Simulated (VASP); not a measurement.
**Cs2AgBiBr6: geometry relaxation (part 5 of 5)**

Cs2AgBiBr6 (I4/m, 10 atoms in the cell); Kohn-Sham DFT of a periodic cell, LDA, VASP PAW LDA potentials, recommended, no spin polarisation (VASP 6.6.1); cutoff 600 eV, 6×6×6 k-mesh, Gaussian smearing of 0.03 eV. 

Geometry of the input (Å; fractional positions):
```
-3.9397  3.9397  5.6618
3.9397  -3.9397  5.6618
3.9397  3.9397  -5.6618
Cs 0.2500  0.7500  0.5000
Cs 0.7500  0.2500  0.5000
Bi 0.0000  0.0000  0.0000
Ag 0.5000  0.5000  0.0000
Br 0.7794  0.2798  0.0592
Br 0.2206  0.7202  0.9408
Br 0.2798  0.2206  0.5003
Br 0.7202  0.7794  0.4996
Br 0.2496  0.2496  0.0000
Br 0.7504  0.7504  0.0000
```

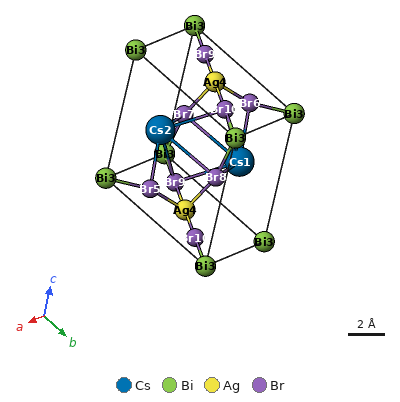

*The geometry at step 20 of the log (ball-and-stick view of the cell of the calculation, seen slightly off an axis; atoms are numbered from 1 in the order of the input).*

**Trajectory as extended XYZ, continued**
```
10
Lattice="-3.8604 3.8604 5.5562 3.8604 -3.8604 5.5562 3.8604 3.8604 -5.5562" Properties=species:S:1:pos:R:3:forces:R:3 step=15 energy=-34.35968
Cs    3.8604    0.0000    2.7781    0.0000   0.0000   0.0000
Cs    0.0000    3.8604    2.7781    0.0000   0.0000   0.0000
Bi   -3.8604    3.8604    5.5562    0.0000   0.0000   0.0000
Ag    0.0000    0.0000    5.5562    0.0000   0.0000   0.0000
Br   -1.6350    2.1395    5.5562    0.0327  -0.0037   0.0000
Br    5.4954    1.7209    0.0000   -0.0327   0.0037   0.0000
Br    1.7209    2.2255    0.0000    0.0037   0.0327   0.0000
Br    2.1395    1.6350    5.5562   -0.0037  -0.0327   0.0000
Br    0.0000    0.0000    2.8323    0.0000   0.0000  -0.0413
Br    0.0000    0.0000    8.2800    0.0000   0.0000   0.0413
10
Lattice="-3.8600 3.8600 5.5573 3.8600 -3.8600 5.5573 3.8600 3.8600 -5.5573" Properties=species:S:1:pos:R:3:forces:R:3 step=16 energy=-34.36045
Cs    3.8600    0.0000    2.7786    0.0000   0.0000   0.0000
Cs    0.0000    3.8600    2.7786    0.0000   0.0000   0.0000
Bi    0.0000    0.0000    0.0000    0.0000   0.0000   0.0000
Ag    0.0000    0.0000    5.5573    0.0000   0.0000   0.0000
Br   -1.6267    2.1474    5.5573    0.0293  -0.0041   0.0000
Br    5.4868    1.7126    0.0000   -0.0293   0.0041   0.0000
Br    1.7126    2.2333    0.0000    0.0041   0.0293   0.0000
Br    2.1474    1.6267    5.5573   -0.0041  -0.0293   0.0000
Br    0.0000    0.0000    2.8334    0.0000   0.0000  -0.0459
Br    0.0000    0.0000    8.2812    0.0000   0.0000   0.0459
10
Lattice="-3.8592 3.8592 5.5595 3.8592 -3.8592 5.5595 3.8592 3.8592 -5.5595" Properties=species:S:1:pos:R:3:forces:R:3 step=17 energy=-34.36161
Cs    3.8592    0.0000    2.7798    0.0000   0.0000   0.0000
Cs    0.0000    3.8592    2.7798    0.0000   0.0000   0.0000
Bi   -3.8592    3.8592    5.5595    0.0000   0.0000   0.0000
Ag    0.0000    0.0000    5.5595    0.0000   0.0000   0.0000
Br   -1.6103    2.1633    5.5595    0.0214  -0.0056   0.0000
Br    5.4696    1.6959    0.0000   -0.0214   0.0056   0.0000
Br    1.6959    2.2489    0.0000    0.0056   0.0214   0.0000
Br    2.1633    1.6103    5.5595   -0.0056  -0.0214   0.0000
Br    0.0000    0.0000    2.8355    0.0000   0.0000  -0.0546
Br    0.0000    0.0000    8.2836    0.0000   0.0000   0.0546
10
Lattice="-3.8577 3.8577 5.5641 3.8577 -3.8577 5.5641 3.8577 3.8577 -5.5641" Properties=species:S:1:pos:R:3:forces:R:3 step=18 energy=-34.36208
Cs    3.8577    0.0000    2.7820    0.0000   0.0000   0.0000
Cs    0.0000    3.8577    2.7820    0.0000   0.0000   0.0000
Bi    0.0000    0.0000    0.0000    0.0000   0.0000   0.0000
Ag    0.0000    0.0000    5.5641    0.0000   0.0000   0.0000
Br   -1.5775    2.1951    5.5641    0.0028  -0.0097   0.0000
Br    5.4352    1.6626    0.0000   -0.0028   0.0097   0.0000
Br    1.6626    2.2802    0.0000    0.0097   0.0028   0.0000
Br    2.1951    1.5775    5.5641   -0.0097  -0.0028   0.0000
Br    0.0000    0.0000    2.8397    0.0000   0.0000  -0.0717
Br    0.0000    0.0000    8.2885    0.0000   0.0000   0.0717
10
Lattice="-3.8583 3.8583 5.5623 3.8583 -3.8583 5.5623 3.8583 3.8583 -5.5623" Properties=species:S:1:pos:R:3:forces:R:3 step=19 energy=-34.36223
Cs    3.8583    0.0000    2.7812    0.0000   0.0000   0.0000
Cs    0.0000    3.8583    2.7812    0.0000   0.0000   0.0000
Bi    0.0000    0.0000    0.0000    0.0000   0.0000   0.0000
Ag    0.0000    0.0000    5.5623    0.0000   0.0000   0.0000
Br   -1.5901    2.1829    5.5623    0.0107  -0.0077   0.0000
Br    5.4484    1.6754    0.0000   -0.0107   0.0077   0.0000
Br    1.6754    2.2682    0.0000    0.0077   0.0107   0.0000
Br    2.1829    1.5901    5.5623   -0.0077  -0.0107   0.0000
Br    0.0000    0.0000    2.8380    0.0000   0.0000  -0.0652
Br    0.0000    0.0000    8.2866    0.0000   0.0000   0.0652
10
Lattice="-3.8546 3.8546 5.5593 3.8546 -3.8546 5.5593 3.8546 3.8546 -5.5593" Properties=species:S:1:pos:R:3:forces:R:3 step=20 energy=-34.36284
Cs    3.8546    0.0000    2.7797    0.0000   0.0000   0.0000
Cs    0.0000    3.8546    2.7797    0.0000   0.0000   0.0000
Bi    0.0000    0.0000    0.0000    0.0000   0.0000   0.0000
Ag    0.0000    0.0000    5.5593    0.0000   0.0000   0.0000
Br   -1.5819    2.1863    5.5593    0.0106  -0.0103   0.0000
Br    5.4366    1.6683    0.0000   -0.0106   0.0103   0.0000
Br    1.6683    2.2727    0.0000    0.0103   0.0106   0.0000
Br    2.1863    1.5819    5.5593   -0.0103  -0.0106   0.0000
Br    0.0000    0.0000    2.8325    0.0000   0.0000  -0.0369
Br    0.0000    0.0000    8.2861    0.0000   0.0000   0.0369
10
Lattice="-3.8529 3.8529 5.5579 3.8529 -3.8529 5.5579 3.8529 3.8529 -5.5579" Properties=species:S:1:pos:R:3:forces:R:3 step=21 energy=-34.36290
Cs    3.8529    0.0000    2.7790    0.0000   0.0000   0.0000
Cs    0.0000    3.8529    2.7790    0.0000   0.0000   0.0000
Bi   -3.8529    3.8529    5.5579    0.0000   0.0000   0.0000
Ag    0.0000    0.0000    5.5579    0.0000   0.0000   0.0000
Br   -1.5782    2.1879    5.5579    0.0108  -0.0115   0.0000
Br    5.4311    1.6650    0.0000   -0.0108   0.0115   0.0000
Br    1.6650    2.2748    0.0000    0.0115   0.0108   0.0000
Br    2.1879    1.5782    5.5579   -0.0115  -0.0108   0.0000
Br    0.0000    0.0000    2.8299    0.0000   0.0000  -0.0237
Br    0.0000    0.0000    8.2859    0.0000   0.0000   0.0237
10
Lattice="-3.8511 3.8511 5.5665 3.8511 -3.8511 5.5665 3.8511 3.8511 -5.5665" Properties=species:S:1:pos:R:3:forces:R:3 step=22 energy=-34.36347
Cs    3.8511    0.0000    2.7833    0.0000   0.0000   0.0000
Cs    0.0000    3.8511    2.7833    0.0000   0.0000   0.0000
Bi    3.8511   -3.8511    5.5665    0.0000   0.0000   0.0000
Ag    0.0000    0.0000    5.5665    0.0000   0.0000   0.0000
Br   -1.5721    2.1897    5.5665    0.0069  -0.0074   0.0000
Br    5.4232    1.6614    0.0000   -0.0069   0.0074   0.0000
Br    1.6614    2.2790    0.0000    0.0074   0.0069   0.0000
Br    2.1897    1.5721    5.5665   -0.0074  -0.0069   0.0000
Br    0.0000    0.0000    2.8299    0.0000   0.0000  -0.0124
Br    0.0000    0.0000    8.3032    0.0000   0.0000   0.0124
10
Lattice="-3.8474 3.8474 5.5839 3.8474 -3.8474 5.5839 3.8474 3.8474 -5.5839" Properties=species:S:1:pos:R:3:forces:R:3 step=23 energy=-34.36393
Cs    3.8474    0.0000    2.7919    0.0000   0.0000   0.0000
Cs    0.0000    3.8474    2.7919    0.0000   0.0000   0.0000
Bi   -3.8474    3.8474    5.5839    0.0000   0.0000   0.0000
Ag    0.0000    0.0000    5.5839    0.0000   0.0000   0.0000
Br   -1.5600    2.1934    5.5839   -0.0013   0.0005   0.0000
Br    5.4074    1.6540    0.0000    0.0013  -0.0005   0.0000
Br    1.6540    2.2874    0.0000   -0.0005  -0.0013   0.0000
Br    2.1934    1.5600    5.5839    0.0005   0.0013   0.0000
Br    0.0000    0.0000    2.8297    0.0000   0.0000   0.0107
Br    0.0000    0.0000    8.3381    0.0000   0.0000  -0.0107
10
Lattice="-3.8444 3.8444 5.5880 3.8444 -3.8444 5.5880 3.8444 3.8444 -5.5880" Properties=species:S:1:pos:R:3:forces:R:3 step=24 energy=-34.36398
Cs    3.8444    0.0000    2.7940    0.0000   0.0000   0.0000
Cs    0.0000    3.8444    2.7940    0.0000   0.0000   0.0000
Bi    3.8444   -3.8444    5.5880    0.0000   0.0000   0.0000
Ag    0.0000    0.0000    5.5880    0.0000   0.0000   0.0000
Br   -1.5579    2.1923    5.5880    0.0036  -0.0004   0.0000
Br    5.4023    1.6521    0.0000   -0.0036   0.0004   0.0000
Br    1.6521    2.2864    0.0000    0.0004   0.0036   0.0000
Br    2.1923    1.5579    5.5880   -0.0004  -0.0036   0.0000
Br    0.0000    0.0000    2.8321    0.0000   0.0000   0.0003
Br    0.0000    0.0000    8.3439    0.0000   0.0000  -0.0003
```

**Key numbers**

| quantity | value |
| --- | --- |
| outcome | converged |
| space group (tolerance 0.01 Å) | I4/m (87) |
| electrons treated | 86 |
| free energy | −34.3640 eV |
| gap on the k-point mesh | 1.16 eV |
| pressure | 0.01 GPa |
| final volume | 330.34 Å³ |
| largest force (length of the vector) at the end | 0.004 eV/Å |
| final cell | a = 7.796 Å, b = 7.796 Å, c = 7.796 Å, α = 120.91°, β = 120.91°, γ = 88.43° |
| hardware | 4 threads of Intel Xeon (Granite Rapids), 120 GiB of memory available, shared host |
| wall time | 36 min (CPU time 2.3 h) |
| peak memory | 1 GiB |

**Remarks**

Spin–orbit coupling is left out, which matters for Bi. The volume changed by more than 5 % on the plane waves of the start, so the result carries a basis error; a second relaxation from the end is advised.
